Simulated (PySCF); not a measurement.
C₅H₁₂ (SMILES CCC(C)C)

Input

```
{"job": {"xc": "wB97X-D", "basis": "pcSseg-1", "solvent": "chloroform", "kind": "nmr", "pop": true}, "charge": 0, "multiplicity": 1}
C      2.079104     0.017765     0.028200
C      0.773897    -0.622536    -0.420422
C     -0.483502    -0.082512     0.266826
C     -0.703120     1.402670    -0.003670
C     -1.708212    -0.893017    -0.143846
H      2.124085     1.087968    -0.225407
H      2.944355    -0.466422    -0.449115
H      2.211069    -0.069248     1.119346
H      0.657076    -0.504019    -1.513891
H      0.825796    -1.710832    -0.242627
H     -0.343418    -0.210426     1.357224
H     -1.617526     1.764496     0.491283
H      0.132984     2.019411     0.357752
H     -0.814703     1.590124    -1.085152
H     -1.892628    -0.801656    -1.227383
H     -2.614399    -0.546689     0.376888
H     -1.577854    -1.963048     0.081649
```

Run with:

```sh
OMP_NUM_THREADS=1 python ens_run.py task.json out
```

Geometry: PBE0-D3(BJ)/def2-SVP.

Method: PySCF, wB97X-D/pcSseg-1, SCF density, in a chloroform solvent model, non-relativistic.

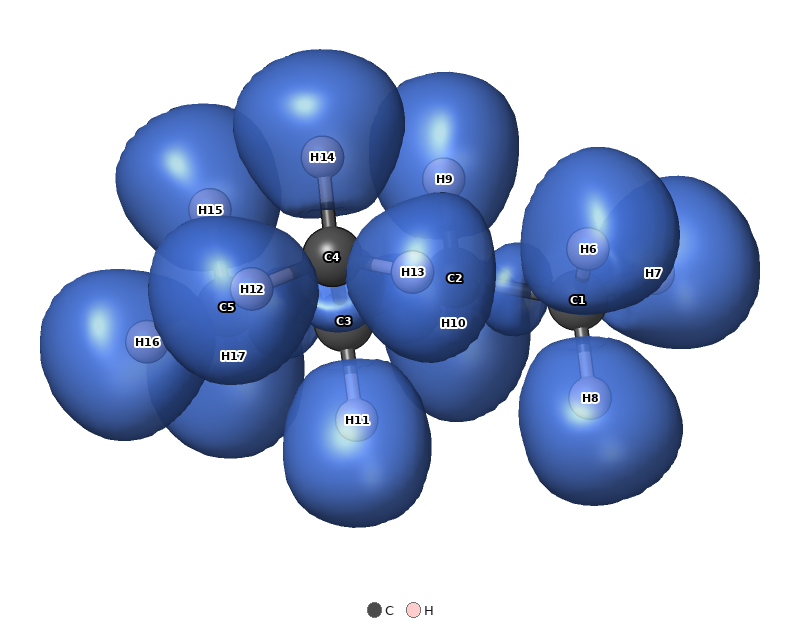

Figure 1. Isosurface of the electron localisation function at 0.75 (blue), seen from one side. Core shells and regions of very low density are left out.

### Describe the localisation domains.

The ELF exceeds this value in four regions between bonded C–C atoms (shared pairs) and twelve regions around hydrogen nuclei. Profiles from the grid: C–C (1.52 Å): the ELF peaks at about 0.95 between the atoms; localised, covalent bonding. C–H (1.10 Å): the ELF climbs to about 1 towards the hydrogen, as it does in any bond to H: an ordinary covalent bond to hydrogen.

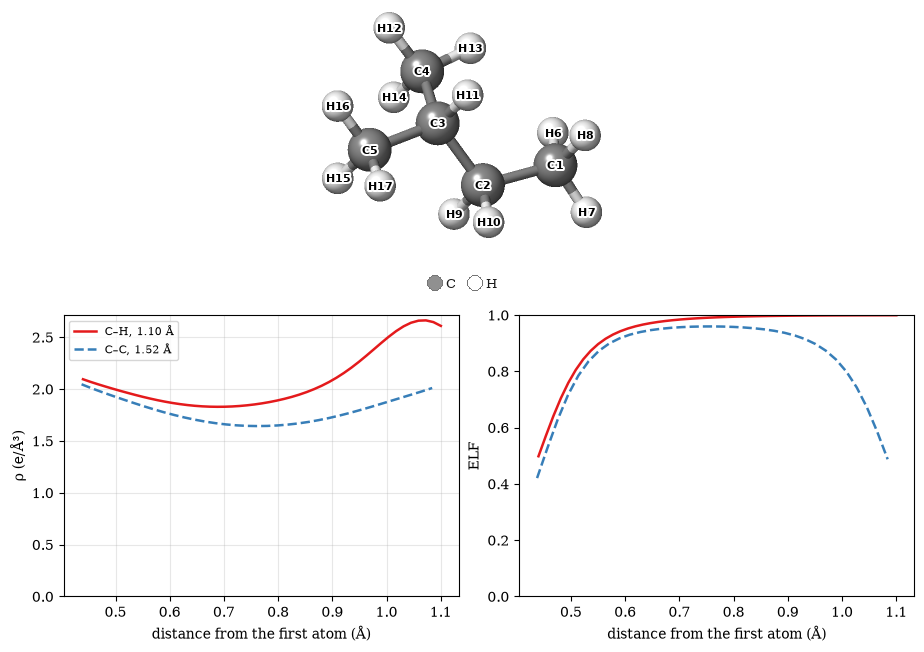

Figure 2. Electron density and electron localisation function along straight lines between neighbouring atoms. The curves leave out the atomic cores. The structure is drawn too.

### What can be read from the curves?

C–H (1.10 Å): the density is about 1.9 e/Å³ at the midpoint; the ELF climbs to about 1 towards the hydrogen; a covalent bond by its length.
C–C (1.52 Å): ρ at the midpoint is about 1.6 e/Å³; the ELF peaks at about 0.95 between the atoms; a covalent bond.
